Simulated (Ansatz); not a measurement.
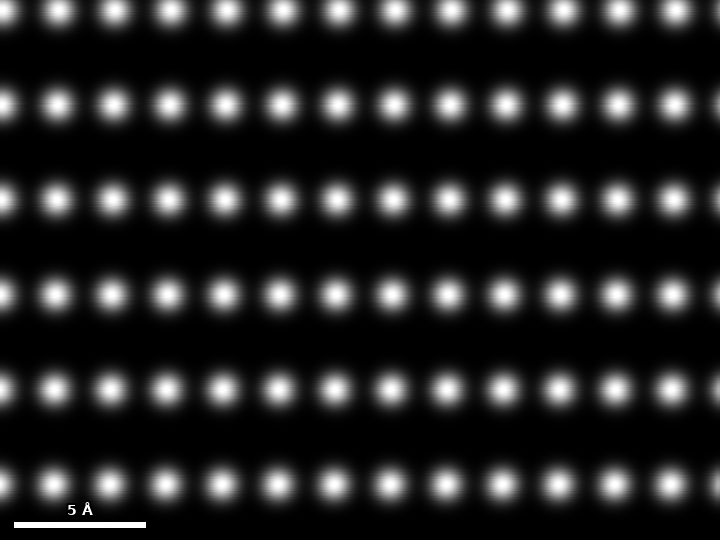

Dark-field STEM-like image of Sr. The image is simulated as a sum over atoms of Z^1.7, blurred by a 0.97 Å probe (no channelling). A slight drift was added.

### What two-dimensional lattice does the image show, and how large is its cell?

The pattern repeats on a rectangular net of 2.1 × 3.6 Å.

### Which plane group does this projection have?

p2mm: mirror lines in two perpendicular directions, with twofold points where they cross.

### How many columns does the smallest repeating cell hold, and how many levels of brightness?

1 column in the primitive cell of 7.7 Å², all of one brightness.

The crystal is Sr (P6_3/mmc, No. 194) seen along [210]. Structure used: coordinates from a relaxation at fixed volume with DFT HSE06, scalar-relativistic, plane waves, PAW (Ansatz); the starting structure was generated, so it need not be a known form of this composition.
